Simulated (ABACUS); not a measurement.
**Energy of CoO along an even scaling of the cell**

System: CoO (2 atoms in the cell).
Method: Kohn-Sham DFT of a periodic cell, PBE, PseudoDojo NC SR 0.4.1 PBE standard, spin-polarised (ABACUS 3.10.1).

The 7 runs differ only in the geometry, by an even scaling of the cell at fixed fractional positions. The structure derives from a Materials Project entry.

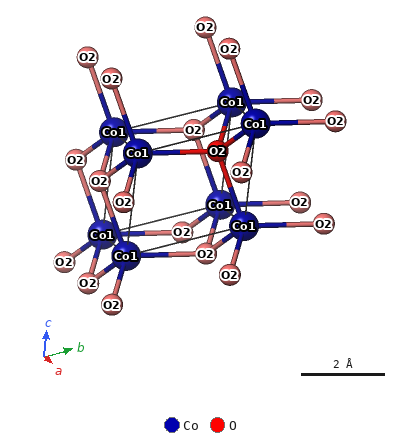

Figure 1. The structure of run 4 (ball-and-stick view of the cell of the calculation, seen slightly off an axis; neighbours outside the cell are drawn fainter; atoms are numbered from 1 in the order of the input).

## The input of run 4
```
INPUT_PARAMETERS
suffix              CoO
calculation         scf
basis_type          lcao
pseudo_dir          ./
orbital_dir         ./
symmetry            1
dft_functional      pbe
ecutwfc             100
pseudo_rcut         10
nspin               2
nbands              17
ks_solver           genelpa
smearing_method     fd
smearing_sigma      0.00367493
scf_thr             1e-07
scf_nmax            100
mixing_type         broyden
mixing_beta         0.4
cal_force           1
cal_stress          1
out_mul             1
```

## File STRU of run 4
```
ATOMIC_SPECIES
Co 58.9332 Co.upf
O 15.9990 O.upf

NUMERICAL_ORBITAL
Co_confined-atom_7au_4s3p3d1f.orb
O_confined-atom_6au_3s3p2d1f.orb

LATTICE_CONSTANT
1.8897261246

LATTICE_VECTORS
1.6022198417 0.9250420569 2.5664708903
-1.6022198417 0.9250420569 2.5664708903
0.0000000000 -1.8500841138 2.5664708903

ATOMIC_POSITIONS
Direct

Co
0.0
1
0.9989783200 0.9989783200 0.9989783200 1 1 1 mag 2

O
0.0
1
0.7510210300 0.7510210300 0.7510210300 1 1 1 mag 0
```

## File KPT of run 4
```
K_POINTS
0
Gamma
10 10 10 0 0 0
```

Command:
```bash
OMP_NUM_THREADS=1 mpirun -np 4 abacus > log
```

Run 6 differs from it as follows:
```diff
-1.6022198417 0.9250420569 2.5664708903
--1.6022198417 0.9250420569 2.5664708903
-0.0000000000 -1.8500841138 2.5664708903
+1.6233040996 0.9372150589 2.6002441171
+-1.6233040996 0.9372150589 2.6002441171
+0.0000000000 -1.8744301178 2.6002441171
```

## Results, with one run withheld

```tsv
run	volume per atom (Å³)	free energy per atom, from the lowest run given (meV)	pressure (GPa)
1	10.727	21.14	9.05
2	10.955	10.17	6.33
3	11.183	3.18	3.56
4	11.411	0.00	0.89
5	11.640	0.54	−1.63
6	11.868	?	?
7	12.096	11.76	−6.15
```

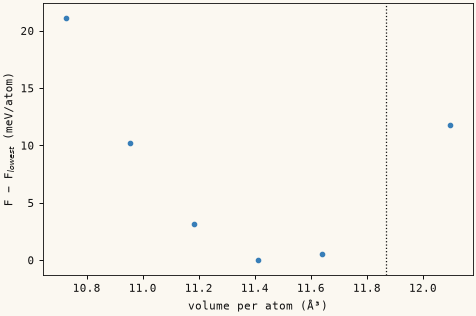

Figure 2. Free energy per atom of the runs given; the dotted line marks run 6.

Estimate the energy of run 6 from the others.

A cubic polynomial in V^(−2/3) (the Birch–Murnaghan form), fitted to the 6 runs given, misses them by at most 0.02 meV per atom. With x = V^(−2/3) − 0.19834 Å⁻², it reads F = 0.82272 + 1035 x + 2.5555e+05 x² − 1.6823e+06 x³ (meV per atom). At run 6 it gives 4.50 meV per atom, and the run itself gives 4.59. The slope of the fit gives a pressure −dF/dV of −3.97 GPa there, and the run prints −3.98 GPa. The fit has its minimum at 11.493 Å³ per atom, where V d²F/dV² gives 127 GPa. Cell shape and fractional positions are held, so this is the stiffness under even scaling; the relaxed bulk modulus wasn't computed.

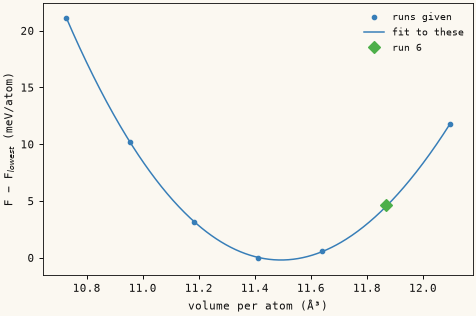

Figure 3. The fit and the withheld run.

## Some lines of the output (run 6)
```
[...]
 E_Fermi        0.7837545793         10.6635281120
 E_Fermi        0.7837702723         10.6637416266
 E_Fermi        0.7837835799         10.6639226850
 E_Fermi        0.7837891753         10.6639988148
 E_Fermi        0.7837900182         10.6640102826
 E_Fermi        0.7837904640         10.6640163489
 E_Fermi        0.7837911292         10.6640253991
 E_Fermi        0.7837910494         10.6640243138
 E_KS(sigma->0) -339.0808945107      -4613.4322482825
 E_Fermi        0.7837910427         10.6640242221
 final etot is -4613.4399409 eV
 EFERMI = 10.664024222 eV
 TOTAL-PRESSURE: -39.810405 KBAR
 !FINAL_ETOT_IS -4613.4399408959116045 eV
```

Notes: Points of doubt noted for this run: home made orbitals.
